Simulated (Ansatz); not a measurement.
This input was run:

```
crystal:
  lattice:
    - [2.5666196055, 0.0, 0.0]
    - [0.0, 2.5666196055, 0.0]
    - [0.0, 0.0, 25.8892447667]
  atoms:
    - { symbol: Cu, position: [0.5, 0.5, 0.2896955886] }
    - { symbol: Cu, position: [0.0, 0.0, 0.359797059] }
    - { symbol: Cu, position: [0.5, 0.5, 0.4298985295] }
    - { symbol: Cu, position: [0.0, 0.0, 0.5] }
    - { symbol: Cu, position: [0.5, 0.5, 0.5701014705] }
    - { symbol: Cu, position: [0.0, 0.0, 0.640202941] }
    - { symbol: Cu, position: [0.5, 0.5, 0.7103044114] }
basis:
  ecutwfc: 420
kpoints:
  mp_grid: { grid: [13, 13, 1] }
hamiltonian:
  xc: pbe
scf:
  occupations: { method: gaussian, width: 0.1 }
output:
  forces: true
  stress: true
  eigenvalues: true
efield:
  axis: 3
  dipole_correction: true
  ramp_width: 0.04
```

Launched with:
```bash
ansatz run input.yaml --threads 1 --pin off --max-ram 2560MiB --backend cpu --events-out ev --progress --plain --runs-dir out
```

What does the potential across the slab give for the work function?

The work function is 4.59 eV, the same on both faces. The two vacuum levels agree, so the slab has no net dipole along its normal. The outermost atoms are 10.9 Å apart, which leaves 15.0 Å of vacuum in a cell 25.9 Å high.

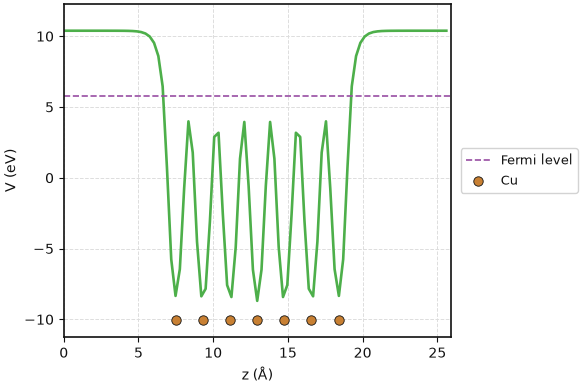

Plane-averaged electrostatic potential energy of an electron across the slab; circles at the bottom mark the heights of the atoms.
